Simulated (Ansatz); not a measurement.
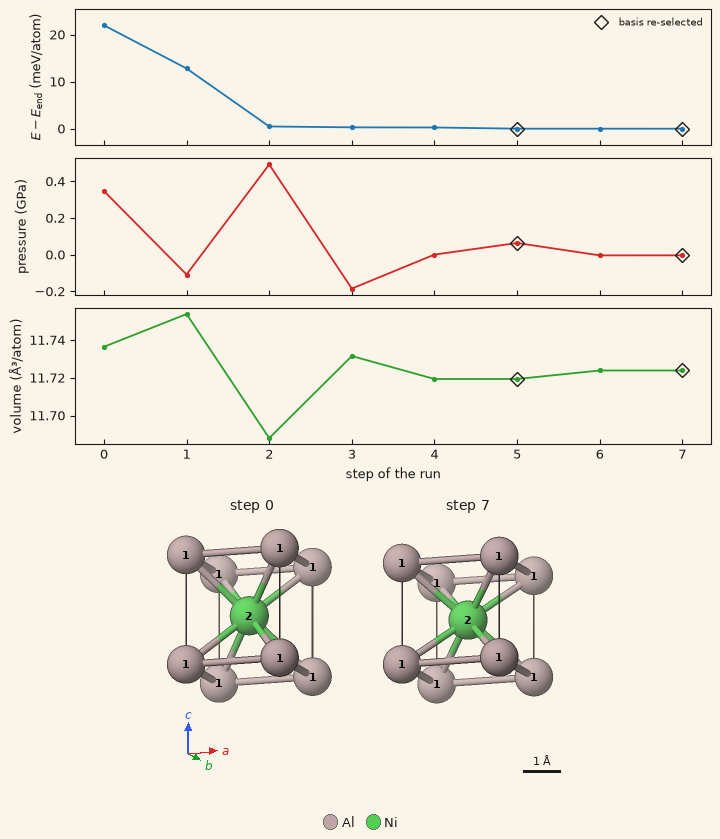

First and last geometry of a relaxation of a crystal of AlNi (set up in Cmmm), with the history of the run. Style: ball-and-stick. Shown: the cell of the calculation, from a free direction.

Computed with DFT PBEsol, scalar-relativistic, plane waves, PAW (Ansatz 0.2.0).

Input file:
```yaml
crystal:
  lattice:
    - [1.938694, -1.95319015, 0.0]
    - [1.938694, 1.95319015, 0.0]
    - [0.0, 0.0, 3.0994300413]
  atoms:
    - { symbol: Al, position: [0.0, 0.0, 0.0] }
    - { symbol: Ni, position: [0.5, 0.5, 0.5] }
basis:
  ecutwfc: 420
kpoints:
  mp_grid: { grid: [16, 16, 14] }
hamiltonian:
  xc: pbesol
scf:
  occupations: { method: gaussian, width: 0.1 }
output:
  forces: true
  stress: true
  eigenvalues: true
relax:
  adjacent_minimum: "off"
  f_tol: 0.005
  max_steps: 80
  cell: { stress_tol: 0.05 }
```

Question: Read the history and describe the run.

Answer: It converged. The atoms keep their places relative to the cell (all moves are under 0.005 Å). Cell: a = b 2.752 → 2.859 Å (+3.9 %), c 3.099 → 2.869 Å (−7.4 %), γ 90.4° → 90.0°. Volume −0.1 %. Some distances before and after: Al1–Al1 2.752 → 2.859 Å, Ni2–Ni2 2.752 → 2.859 Å, Al1–Ni2 2.493 → 2.479 Å. The space group (tolerance 0.01 Å) goes from Cmmm (No. 65) to P4/mmm (No. 123). After 5 accepted moves (7 points after the start) the energy has fallen by 22.0 meV per atom. All forces vanish by symmetry, so only the cell relaxes. The pressure goes from 0.35 to 0.00 GPa. At 2 points the geometry stayed and the basis and grid were re-selected for the new cell (energy shift of 0.3 meV per atom at most each time).

| step | E − E(0), meV/atom | pressure, GPa | volume, Å³/atom | note |
| --- | --- | --- | --- | --- |
| 0 | 0.00 | 0.35 | 11.736 |  |
| 1 | -9.18 | -0.11 | 11.754 |  |
| 2 | -21.50 | 0.49 | 11.688 |  |
| 3 | -21.69 | -0.18 | 11.732 |  |
| 4 | -21.72 | 0.00 | 11.719 |  |
| 5 | -21.97 | 0.06 | 11.719 | same geometry, new basis |
| 6 | -21.98 | 0.00 | 11.724 |  |
| 7 | -21.98 | 0.00 | 11.724 | same geometry, new basis |
